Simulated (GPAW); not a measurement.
# MnSi15C16 (SiC32 Mn1): moments or none

Wanted: the moments of MnSi15C16 (SiC32 Mn1) and the energy gained by spin polarisation.

Method: PBE; plane waves with GPAW's PAW setups, scalar-relativistic, in GPAW 26.7.0.

### Step 1. Starting point

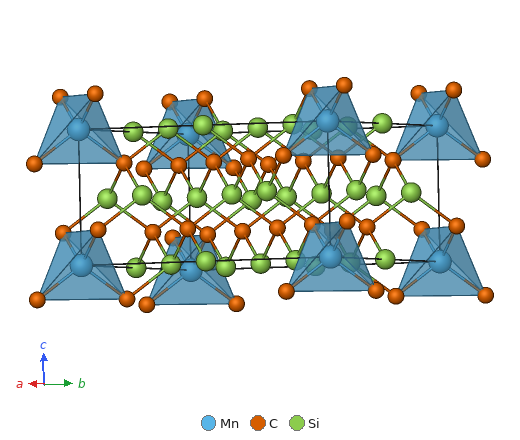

The starting structure, seen slightly off an axis (manganese blue, carbon orange, silicon green). Some periodic images of atoms are drawn too.

The cell is a made-up one and need not be a known phase.

### Step 2. Order 1, typed as ferro +

Parallel moments need no larger cell; this start tests for a ferromagnetic state only.

Input file order1.py:

```python
import json
import numpy as np
from ase import Atoms
from ase.parallel import paropen, parprint
from gpaw import GPAW

atoms = Atoms(['Mn', 'C', 'Si', 'C', 'Si', 'C', 'Si', 'C', 'Si', 'C', 'Si', 'C', 'Si', 'C', 'Si', 'C', 'Si', 'C', 'Si', 'C', 'Si', 'C', 'Si', 'C', 'Si', 'C', 'Si', 'C', 'Si', 'C', 'Si', 'C'],
    cell=[[8.72, 0.0, 0.0],
         [0.0, 8.72, 0.0],
         [0.0, 0.0, 4.36]],
    scaled_positions=[[0.0, 0.0, 0.0],
         [0.125, 0.125, 0.25],
         [0.0, 0.25, 0.5],
         [0.125, 0.375, 0.75],
         [0.25, 0.0, 0.5],
         [0.375, 0.125, 0.75],
         [0.25, 0.25, 0.0],
         [0.375, 0.375, 0.25],
         [0.0, 0.5, 0.0],
         [0.125, 0.625, 0.25],
         [0.0, 0.75, 0.5],
         [0.125, 0.875, 0.75],
         [0.25, 0.5, 0.5],
         [0.375, 0.625, 0.75],
         [0.25, 0.75, 0.0],
         [0.375, 0.875, 0.25],
         [0.5, 0.0, 0.0],
         [0.625, 0.125, 0.25],
         [0.5, 0.25, 0.5],
         [0.625, 0.375, 0.75],
         [0.75, 0.0, 0.5],
         [0.875, 0.125, 0.75],
         [0.75, 0.25, 0.0],
         [0.875, 0.375, 0.25],
         [0.5, 0.5, 0.0],
         [0.625, 0.625, 0.25],
         [0.5, 0.75, 0.5],
         [0.625, 0.875, 0.75],
         [0.75, 0.5, 0.5],
         [0.875, 0.625, 0.75],
         [0.75, 0.75, 0.0],
         [0.875, 0.875, 0.25]],
    pbc=True,
    magmoms=[4.5, 0.0, 0.0, 0.0, 0.0, 0.0, 0.0, 0.0, 0.0, 0.0, 0.0, 0.0, 0.0, 0.0, 0.0, 0.0, 0.0, 0.0, 0.0, 0.0, 0.0, 0.0, 0.0, 0.0, 0.0, 0.0, 0.0, 0.0, 0.0, 0.0, 0.0, 0.0])
atoms.calc = GPAW(mode={'name': 'pw', 'ecut': 600},
    xc='PBE',
    kpts={'size': (3, 3, 6), 'gamma': True},
    occupations={'name': 'fermi-dirac', 'width': 0.05},
    convergence={'density': 1e-05, 'energy': 1e-05},
    maxiter=200,
    mixer={'name': 'pulay', 'beta': 0.05, 'nmaxold': 6, 'weight': 50},
    symmetry={'tolerance': 1e-4},
    txt='order1.txt')
e = atoms.get_potential_energy(force_consistent=True)
res = {'free_energy': e, 'energy_sigma0': atoms.get_potential_energy(), 'fermi_energy': atoms.calc.get_fermi_level()}
res['moments'] = atoms.get_magnetic_moments().tolist()
res['total'] = atoms.get_magnetic_moment()
parprint('site moments (muB):', np.round(res['moments'], 3))
parprint(f"total moment: {res['total']:.3f} muB")
parprint(f'free energy: {e:.6f} eV')
atoms.calc.write('order1.gpw')
with paropen('results.json', 'w') as f:
    json.dump(res, f)
```

Run with:

```
OMP_NUM_THREADS=1 mpirun -n 4 gpaw python order1.py > order1.log
```

Numbers of over 12 decimals in the logs are rounded to 6 here.

The log of the run:

```text
site moments (muB): [ 2.32e+00 -1.40e-02  2.90e-02  3.00e-03  2.90e-02  3.00e-03  1.50e-02
  1.00e-03  5.00e-03  3.00e-03  2.90e-02 -1.40e-02  2.00e-03  1.00e-03
  1.50e-02  3.00e-03  5.00e-03  3.00e-03  2.00e-03  1.00e-03  2.90e-02
 -1.40e-02  1.50e-02  3.00e-03  3.00e-03  1.00e-03  2.00e-03  3.00e-03
  2.00e-03  3.00e-03  1.50e-02 -1.40e-02]
total moment: 2.898 muB
free energy: -240.813390 eV

--- order1.txt ---
Input parameters:
  mode=PW(ecut=600),
  convergence={'density': 1e-05, 'energy': 1e-05},
  kpts=MonkhorstPack(size=(3, 3, 6), gamma=True),
  maxiter=200,
  mixer=Pulay(name='pulay', nmaxold=6, beta=0.05, weight=50, sigma=0.015, g_ss=None),
  occupations=Occupations(name='fermi-dirac', width=0.05),
  symmetry=Symmetry(tolerance=0.0001),
  xc=XC(name='PBE')

Diagonalizing LCAO Hamiltonian
Converting LCAO to pw mode
      .--------------------.
     /|                    |
    / | C         C        |
   /  |     C          C   |
  /  SC      C SC       C  |
 *    .--Si--------Si------.
 |Si / C CSi Si  C  Ci    /
 |  /      C         C   /
 | /C Si      SC Si     /
 |/     Si        Si   /
 Mn--------Si---------*

Atoms  # Å, Bohr magnetons
|    | symbol |        x |        y |        z |    initial magnetic moments |
|----|--------|----------|----------|----------|-----------------------------|
|  0 |     Mn | 0.000000 | 0.000000 | 0.000000 | ( 0.0000,  0.0000,  4.5000) |
|  1 |      C | 1.090000 | 1.090000 | 1.090000 | ( 0.0000,  0.0000,  0.0000) |
|  2 |     Si | 0.000000 | 2.180000 | 2.180000 | ( 0.0000,  0.0000,  0.0000) |
|  3 |      C | 1.090000 | 3.270000 | 3.270000 | ( 0.0000,  0.0000,  0.0000) |
|  4 |     Si | 2.180000 | 0.000000 | 2.180000 | ( 0.0000,  0.0000,  0.0000) |
|  5 |      C | 3.270000 | 1.090000 | 3.270000 | ( 0.0000,  0.0000,  0.0000) |
|  6 |     Si | 2.180000 | 2.180000 | 0.000000 | ( 0.0000,  0.0000,  0.0000) |
|  7 |      C | 3.270000 | 3.270000 | 1.090000 | ( 0.0000,  0.0000,  0.0000) |
|  8 |     Si | 0.000000 | 4.360000 | 0.000000 | ( 0.0000,  0.0000,  0.0000) |
|  9 |      C | 1.090000 | 5.450000 | 1.090000 | ( 0.0000,  0.0000,  0.0000) |
| 10 |     Si | 0.000000 | 6.540000 | 2.180000 | ( 0.0000,  0.0000,  0.0000) |
| 11 |      C | 1.090000 | 7.630000 | 3.270000 | ( 0.0000,  0.0000,  0.0000) |
| 12 |     Si | 2.180000 | 4.360000 | 2.180000 | ( 0.0000,  0.0000,  0.0000) |
| 13 |      C | 3.270000 | 5.450000 | 3.270000 | ( 0.0000,  0.0000,  0.0000) |
| 14 |     Si | 2.180000 | 6.540000 | 0.000000 | ( 0.0000,  0.0000,  0.0000) |
| 15 |      C | 3.270000 | 7.630000 | 1.090000 | ( 0.0000,  0.0000,  0.0000) |
| 16 |     Si | 4.360000 | 0.000000 | 0.000000 | ( 0.0000,  0.0000,  0.0000) |
| 17 |      C | 5.450000 | 1.090000 | 1.090000 | ( 0.0000,  0.0000,  0.0000) |
| 18 |     Si | 4.360000 | 2.180000 | 2.180000 | ( 0.0000,  0.0000,  0.0000) |
| 19 |      C | 5.450000 | 3.270000 | 3.270000 | ( 0.0000,  0.0000,  0.0000) |
| 20 |     Si | 6.540000 | 0.000000 | 2.180000 | ( 0.0000,  0.0000,  0.0000) |
| 21 |      C | 7.630000 | 1.090000 | 3.270000 | ( 0.0000,  0.0000,  0.0000) |
| 22 |     Si | 6.540000 | 2.180000 | 0.000000 | ( 0.0000,  0.0000,  0.0000) |
| 23 |      C | 7.630000 | 3.270000 | 1.090000 | ( 0.0000,  0.0000,  0.0000) |
| 24 |     Si | 4.360000 | 4.360000 | 0.000000 | ( 0.0000,  0.0000,  0.0000) |
| 25 |      C | 5.450000 | 5.450000 | 1.090000 | ( 0.0000,  0.0000,  0.0000) |
| 26 |     Si | 4.360000 | 6.540000 | 2.180000 | ( 0.0000,  0.0000,  0.0000) |
| 27 |      C | 5.450000 | 7.630000 | 3.270000 | ( 0.0000,  0.0000,  0.0000) |
| 28 |     Si | 6.540000 | 4.360000 | 2.180000 | ( 0.0000,  0.0000,  0.0000) |
| 29 |      C | 7.630000 | 5.450000 | 3.270000 | ( 0.0000,  0.0000,  0.0000) |
| 30 |     Si | 6.540000 | 6.540000 | 0.000000 | ( 0.0000,  0.0000,  0.0000) |
| 31 |      C | 7.630000 | 7.630000 | 1.090000 | ( 0.0000,  0.0000,  0.0000) |

Unit cell  # Å
| periodic |        x |        y |        z |  lengths |    angles |
|----------|----------|----------|----------|----------|-----------|
|      yes | 8.720000 | 0.000000 | 0.000000 | 8.720000 | 90.000000 |
|      yes | 0.000000 | 8.720000 | 0.000000 | 8.720000 | 90.000000 |
|      yes | 0.000000 | 0.000000 | 4.360000 | 4.360000 | 90.000000 |

Number of symmetries: 8

BZ-sampling:
  Number of BZ points: 54
  Number of IBZ points: 12

  Monkhorst-Pack size: [3, 3, 6]
  Monkhorst-Pack shift: [0.0, 0.0, 0.083333]

K-points  # in reciprocal-cell coordinates
|     |                                coordinates |     weight |
|-----|--------------------------------------------|------------|
|   0 | (  0.00000000,   0.00000000,   0.00000000) | 0.01851852 |
|   1 | (  0.00000000,   0.00000000,   0.16666667) | 0.03703704 |
|   2 | (  0.00000000,   0.00000000,   0.33333333) | 0.03703704 |
|   3 | (  0.00000000,   0.00000000,   0.50000000) | 0.01851852 |
|   4 | (  0.33333333,   0.00000000,   0.00000000) | 0.07407407 |
|   5 | (  0.33333333,   0.00000000,   0.16666667) | 0.14814815 |
|   6 | (  0.33333333,   0.00000000,   0.33333333) | 0.14814815 |
|   7 | (  0.33333333,   0.00000000,   0.50000000) | 0.07407407 |
|   8 | (  0.33333333,   0.33333333,   0.00000000) | 0.07407407 |
|   9 | (  0.33333333,   0.33333333,   0.16666667) | 0.14814815 |
| ... |                                            |            |
|  11 | (  0.33333333,   0.33333333,   0.50000000) | 0.07407407 |

Plane wave coefficients: 11108
Cutoff: 600.0 eV

Spin-components: 2 (collinear spins)
Bands:           91
Projectors:      161
Spin-degeneracy: 1
Datatype:        complex128

Parallelization:
  kpt:    4
  domain: 1
  band:   1

Density:
  Valence electrons: 139.0
  Components: 2
  Grid points: [50 50 25]
  Charge: 0.0  # |e|

Potential:
  Grid points: [50 50 25]

species:
  Mn:
    name:    Manganese
    Z:       25.0
    valence: 15
    core:    10
    charge:  0.0  # [|e|]
    compensation charges:
      type: gauss
      rc: 0.38  # [Å]
      lmax: 2
    cutoffs:
      filter: 2.14  # [Å]
      core: 0.86  # [Å]
    projectors
    | kind |    occ | energy [eV] | rcut [Å] |
    |------|--------|-------------|----------|
    |   3s |  2.000 |     -85.859 |    1.275 |
    |   4s |  2.000 |      -5.106 |    1.275 |
    |   3p |  6.000 |     -54.597 |    1.281 |
    |   4p |  0.000 |      -1.371 |    1.281 |
    |   3d |  5.000 |      -6.771 |    1.138 |
    |    d |        |      20.441 |    1.138 |

    Using partial waves for Mn as LCAO basis

  C:
    name:    Carbon
    Z:       6.0
    valence: 4
    core:    2
    charge:  0.0  # [|e|]
    compensation charges:
      type: gauss
      rc: 0.20  # [Å]
      lmax: 2
    cutoffs:
      filter: 1.14  # [Å]
      core: 1.14  # [Å]
    projectors
    | kind |    occ | energy [eV] | rcut [Å] |
    |------|--------|-------------|----------|
    |   2s |  2.000 |     -13.751 |    0.635 |
    |   2p |  2.000 |      -5.284 |    0.635 |
    |    s |        |      13.461 |    0.635 |
    |    p |        |      21.927 |    0.635 |
    |    d |        |       0.000 |    0.635 |

    Using partial waves for C as LCAO basis

  Si:
    name:    Silicon
    Z:       14.0
    valence: 4
    core:    10
    charge:  0.0  # [|e|]
    compensation charges:
      type: gauss
      rc: 0.33  # [Å]
      lmax: 2
    cutoffs:
      filter: 1.86  # [Å]
      core: 2.06  # [Å]
    projectors
    | kind |    occ | energy [eV] | rcut [Å] |
    |------|--------|-------------|----------|
    |   3s |  2.000 |     -10.812 |    1.058 |
    |   3p |  2.000 |      -4.081 |    1.058 |
    |    s |        |      16.399 |    1.058 |
    |    p |        |      23.130 |    1.058 |
    |    d |        |       0.000 |    1.058 |

    Using partial waves for Si as LCAO basis

Reference energy: -166251.301674  # eV

eigensolver:
  PPCG
  Converge bands: occupied
  niter=2

density mixing:
  Pulay-Mixer
  Linear mixing parameters: 0.05
  Old densities: 6
  Fourier metric: weight=50, sigma=0.015

occupation numbers:
  Fermi-Dirac:
    width: 0.0500  # eV

poisson solver:
  ecut: 4800.0  # eV

xc functional:
  name: PBE with 2 nearest neighbor stencil

convergence criteria:
- Maximum integral of absolute [dens]ity change: 1e-05 electrons / valence electron
- Maximum [total energy] change in last 3 cyles: 1e-05 eV / valence electron
- Maximum integral of absolute [eigenst]ate change: 4e-08 eV^2 / valence electron
maximum number of iterations: 200

SCF iterations
|iter     |      energy | eigst |  dens |  magmom |
|---------|-------------|-------|-------|---------|
|iter:   1|       0s | -265.311179 | +0.37 |       |  +4.5075|
|iter:   2|      20s | -259.606275 | -1.20 | -0.58 |  +4.4321|
|iter:   3|      39s | -242.353947 | +0.10 | -0.62 |  +3.8477|
|iter:   4|      58s | -250.784007 | -0.79 | -1.00 |  +3.7896|
|iter:   5|      76s | -240.438687 | -0.73 | -0.92 |  +3.6128|
|iter:   6|      94s | -240.675280 | -2.32 | -1.17 |  +3.5356|
|iter:   7|     111s | -240.900670 | -1.87 | -1.21 |  +3.2244|
|iter:   8|     128s | -240.776193 | -2.18 | -1.66 |  +3.2255|
|iter:   9|     145s | -240.772933 | -2.83 | -1.84 |  +3.1436|
|iter:  10|     162s | -240.761981 | -3.19 | -1.95 |  +3.1137|
[... 18 iterations left out ...]
|iter:  29|     435s | -240.791375c| -8.00c| -4.29 |  +2.8986|
|iter:  30|     443s | -240.791376c| -8.07c| -4.33 |  +2.8986|
|iter:  31|     451s | -240.791376c| -7.83c| -4.40 |  +2.8985|
|iter:  32|     459s | -240.791375c| -7.63c| -4.56 |  +2.8985|
|iter:  33|     467s | -240.791375c| -7.81c| -4.80 |  +2.8984|
|iter:  34|     475s | -240.791375c| -8.20c| -4.87 |  +2.8984|
|iter:  35|     483s | -240.791375c| -8.52c| -4.89 |  +2.8984|
|iter:  36|     491s | -240.791375c| -8.61c| -4.93 |  +2.8984|
|iter:  37|     499s | -240.791374c| -8.44c| -4.95 |  +2.8983|
|iter:  38|     507s | -240.791374c| -8.58c| -5.25c|  +2.8983|

Converged in 38 steps
Energy contributions relative to reference atoms: (reference = -166251.301674)

Energy contributions:
  Kinetic:         256.764740
  Coulomb:        -217.371307
  Zero:             -0.075801
  External:          0.000000
  Xc:             -280.086988
  Entropy:          -0.044033
  Spinorbit:         0.000000
  ----------------------------
  Free energy:    -240.813390
  Extrapolated:   -240.791374

dipole moment: (-76.512553, -76.512553, -75.900207)  # |e|*Ang

Total magnetic moment: (0.000000, 0.000000, 2.898273)

Local magnetic moments
|        x |        y |         z |
|----------|----------|-----------|
| 0.000000 | 0.000000 |  2.320362 |  # Mn   0
| 0.000000 | 0.000000 | -0.014399 |  # C    1
| 0.000000 | 0.000000 |  0.029449 |  # Si   2
| 0.000000 | 0.000000 |  0.003065 |  # C    3
| 0.000000 | 0.000000 |  0.029449 |  # Si   4
| 0.000000 | 0.000000 |  0.003065 |  # C    5
| 0.000000 | 0.000000 |  0.015141 |  # Si   6
| 0.000000 | 0.000000 |  0.000540 |  # C    7
| 0.000000 | 0.000000 |  0.005068 |  # Si   8
| 0.000000 | 0.000000 |  0.003065 |  # C    9
| 0.000000 | 0.000000 |  0.029449 |  # Si  10
| 0.000000 | 0.000000 | -0.014399 |  # C   11
| 0.000000 | 0.000000 |  0.001879 |  # Si  12
| 0.000000 | 0.000000 |  0.000540 |  # C   13
| 0.000000 | 0.000000 |  0.015141 |  # Si  14
| 0.000000 | 0.000000 |  0.003065 |  # C   15
[...]
| 0.000000 | 0.000000 |  0.015141 |  # Si  22
| 0.000000 | 0.000000 |  0.003065 |  # C   23
| 0.000000 | 0.000000 |  0.003121 |  # Si  24
| 0.000000 | 0.000000 |  0.000540 |  # C   25
| 0.000000 | 0.000000 |  0.001879 |  # Si  26
| 0.000000 | 0.000000 |  0.003065 |  # C   27
| 0.000000 | 0.000000 |  0.001879 |  # Si  28
| 0.000000 | 0.000000 |  0.003065 |  # C   29
| 0.000000 | 0.000000 |  0.015141 |  # Si  30
| 0.000000 | 0.000000 | -0.014399 |  # C   31

Fermi level: 9.600
Eigenvalues  # (at kpt = [0.000, 0.000, 0.000])
| band index |      eig [eV] | occ [0-1] |      eig [eV] | occ [0-1] |
|------------|---------------|-----------|---------------|-----------|
|          0 |       -71.856 |     1.000 |       -69.256 |     1.000 |
|        ... |               |           |               |           |
|         64 |         6.962 |     1.000 |         6.981 |     1.000 |
|         65 |         7.314 |     1.000 |         7.802 |     1.000 |
|         66 |         7.620 |     1.000 |         7.899 |     1.000 |
|         67 |         7.814 |     1.000 |         7.899 |     1.000 |
|         68 |         7.814 |     1.000 |         9.534 |     0.789 |
|         69 |         7.837 |     1.000 |         9.553 |     0.720 |
|         70 |         9.247 |     0.999 |         9.553 |     0.720 |
|         71 |         9.373 |     0.989 |         9.820 |     0.012 |
|         72 |         9.373 |     0.989 |         9.859 |     0.006 |
|         73 |        10.305 |     0.000 |        10.933 |     0.000 |
|         74 |        10.639 |     0.000 |        11.348 |     0.000 |
|         75 |        10.639 |     0.000 |        11.348 |     0.000 |
|         76 |        12.200 |     0.000 |        12.259 |     0.000 |
|         77 |        12.269 |     0.000 |        12.307 |     0.000 |
|         78 |        12.645 |     0.000 |        12.713 |     0.000 |
|         79 |        12.645 |     0.000 |        12.713 |     0.000 |
|        ... |               |           |               |           |
|         90 |        14.470 |     0.000 |        14.589 |     0.000 |

No gap
No difference between direct/indirect transitions
```

Elapsed: 9 min, on 4 MPI ranks of Arm Neoverse V1, shared host; peak memory 2 GiB; 36 min of CPU time.

Spin moment in the augmentation sphere by element, in μB:

| element | atoms | mean | spread (r.m.s.) | least | largest |
| --- | --- | --- | --- | --- | --- |
| Mn | 1 | 2.32 | 0.00 | 2.32 | 2.32 |
| C | 16 | 0.00 | 0.01 | -0.01 | 0.00 |
| Si | 15 | 0.01 | 0.01 | 0.00 | 0.03 |

The atoms farthest from the mean of their element:

| atom | x, y, z (Å) | spin moment in the augmentation sphere (μB) |
| --- | --- | --- |
| Si3 | 0.00, 2.18, 2.18 | 0.03 |
| Si5 | 2.18, 0.00, 2.18 | 0.03 |
| Si11 | 0.00, 6.54, 2.18 | 0.03 |
| Si21 | 6.54, 0.00, 2.18 | 0.03 |
| C12 | 1.09, 7.63, 3.27 | -0.01 |
| C32 | 7.63, 7.63, 1.09 | -0.01 |
| C22 | 7.63, 1.09, 3.27 | -0.01 |
| C2 | 1.09, 1.09, 1.09 | -0.01 |

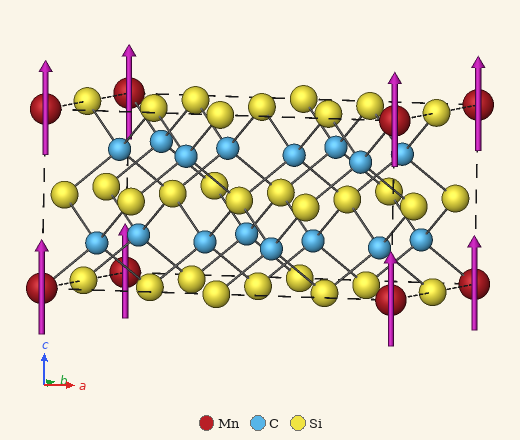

Spin moment in the augmentation sphere as arrows, the longest 2.32 μB. Up and down stand for the sign. Arrows give size and sign along the axis of quantisation, drawn up and down the page. Bonds to atoms that aren't drawn are left out. Some periodic images of atoms are drawn too.

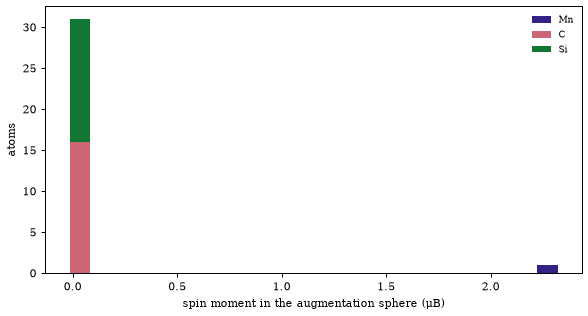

Spin moment in the augmentation sphere as a stacked histogram.

Read from the output:

```
magnetization : 2.898 μB
final state   : ferromagnetic
```

After 38 cycles the largest moment stands at 2.32 μB.

(Continued in part 2 of 2.)

[Logs and program files are shortened in this print: banners, set-up blocks, solver, clock and traceback lines can be left out without a mark of their own.]

[Logs are printed without paths, hosts, clocks, repeated set-up lines and the standing remarks that a program may print on its own settings, such as how far it seeks lower states.]

[Hosts, paths, dates, database ids (printed as entryN), source tags and the programs' standing remarks are cut or masked in the printed files.]

[Where a cell is said to come from a database of computed structures, the database is the Materials Project.]
